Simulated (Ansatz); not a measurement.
The material is a (111) slab cut from TaC (Fm-3m), of composition Ta₃C₄ (not the bulk's), ended by C planes, 28 atoms in the cell; a = 6.29 Å, b = 6.29 Å, c = 24.70 Å, α = 90.00°, β = 90.00°, γ = 120.00°.

Level of theory: DFT PBE+D3(BJ), scalar-relativistic, plane waves, PAW, no spin polarisation, 6×6×1 k mesh, 420 eV cutoff; code Ansatz 0.2.0.

What does the potential across the slab give for the work function?

The work function is 7.13 eV at the right face and 6.71 eV at the left. The vacuum level is 0.43 eV higher at the right than at the left, so the slab carries a dipole along its normal; the ramp in the vacuum, at or near the edge of the plot, is the dipole correction that keeps each side flat. Some atoms were held fixed in the relaxation, which can itself make the faces differ. The outermost atoms are 7.5 Å apart, which leaves 17.2 Å of vacuum in a cell 24.7 Å high.

The run may have settled in a state above the lowest, so this need not be the ground state. Spin-orbit coupling is left out, which matters for Ta.

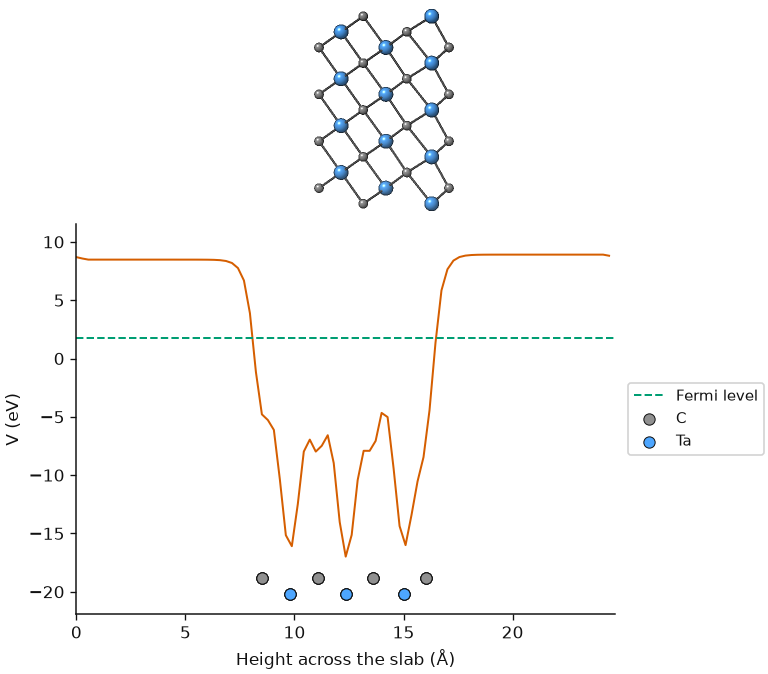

Plane-averaged electrostatic potential energy of an electron across the slab; circles at the bottom mark the heights of the atoms (positions after relaxation). The structure is drawn too.
